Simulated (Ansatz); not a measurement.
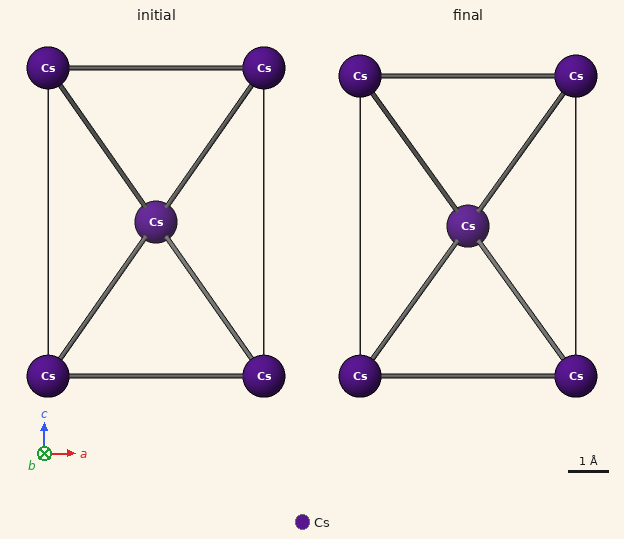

The structure of crystalline Cs (set up in I4/mmm) before (left) and after (right) a relaxation, at one scale.

Style: ball-and-stick. Shown: the cell of the calculation, along the b axis.

Case: biaxial strain in the a-b plane of +2.0 %; c and atoms relaxed.

Theory: DFT PBE, scalar-relativistic, plane waves, PAW (Ansatz). Set-up: plane-wave cutoff 420 eV; k-point mesh 8 × 8 × 6; occupations gaussian; smearing width 0.1 eV; no spin polarisation; cell relaxed at fixed a, b, gamma; force threshold 0.008 eV/Å; at most 40 steps.

### Summarise the run.

No atom moves by more than 0.005 Å relative to the cell. Cell: a = b unchanged at 5.519 Å, c 7.884 → 7.674 Å (−2.7 %). Volume −2.7 %. Among the contacts that change: Cs–Cs 5.547 → 5.473 Å. The space group stays I4/mmm (No. 139). After 2 accepted moves (3 points after the start) the energy has fallen by 0.5 meV per atom. All forces vanish by symmetry, so only the cell relaxes. The pressure goes from −0.04 to 0.01 GPa. The SCF was repeated once at an unchanged geometry on a basis and grid sized afresh for the cell, which shifted the energy by less than 0.05 meV per atom at most. The run took of the order of 50 core-seconds on a shared host.
